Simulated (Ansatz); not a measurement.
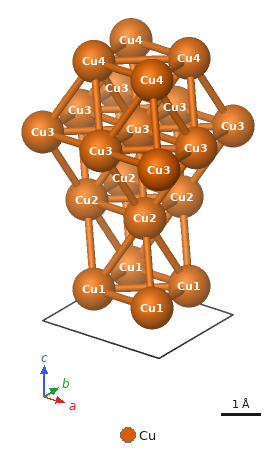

Starting structure of a slab of composition Cu (cut from the Fm-3m phase). Style: ball-and-stick. Shown: the 2 × 2 repeat of the cell, outlined in the plane, without the vacuum, slightly off an axis.

Case: clean slab, lower half held. The slab is the (1 1 1) face of Cu. 2 atoms are held fixed.

The calculation used DFT PBEsol, scalar-relativistic, plane waves, PAW (Ansatz).

Input
```yaml
crystal:
  lattice:
    - [2.5196845176, 0.0, 0.0]
    - [-1.2598422588, 2.1821108017, 0.0]
    - [0.0, 0.0, 23.1719413808]
  atoms:
    - { symbol: Cu, position: [0.6666666667, 0.3333333333, 0.3668229546] }
    - { symbol: Cu, position: [0.3333333333, 0.6666666667, 0.4556076515] }
    - { symbol: Cu, position: [0.0, 0.0, 0.5443923485] }
    - { symbol: Cu, position: [0.6666666667, 0.3333333333, 0.6331770454] }
basis:
  ecutwfc: 420
kpoints:
  mp_grid: { grid: [12, 12, 1] }
hamiltonian:
  xc: pbesol
scf:
  occupations: { method: gaussian, width: 0.1 }
output:
  forces: true
  eigenvalues: true
  write_density: true
  write_potential: true
  elf: true
  volumetric_format: npy
relax:
  adjacent_minimum: "off"
  f_tol: 0.03
  max_steps: 70
  constraints: [{ sites: [0, 1] }]
efield:
  axis: 3
  dipole_correction: true
  ramp_width: 0.04
```

Run as
```bash
ansatz run input.yaml --threads 2 --pin off --max-ram 5120MiB --backend cpu --events-out ev --progress --plain --runs-dir out
```

> Predict the outcome.

After 2 geometry steps the energy has fallen by 3.2 meV per cell of the calculation. Largest force component: 0.12 eV/Å at the start, 0.004 eV/Å at the end. The atom that moves furthest is Cu4 (0.054 Å along the normal (−c)). The cell doesn't change. Among the contacts that change: Cu2–Cu3 2.520 → 2.498 Å. The run took 15 s on 2 threads of Intel(R) Xeon(R) Platinum 8375C CPU @ 2.90GHz (Ice Lake), with other jobs on the host, peak memory 0.48 GiB.

After the run, drawn alike:

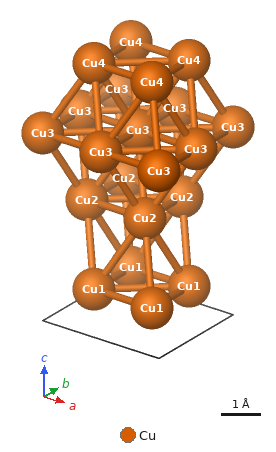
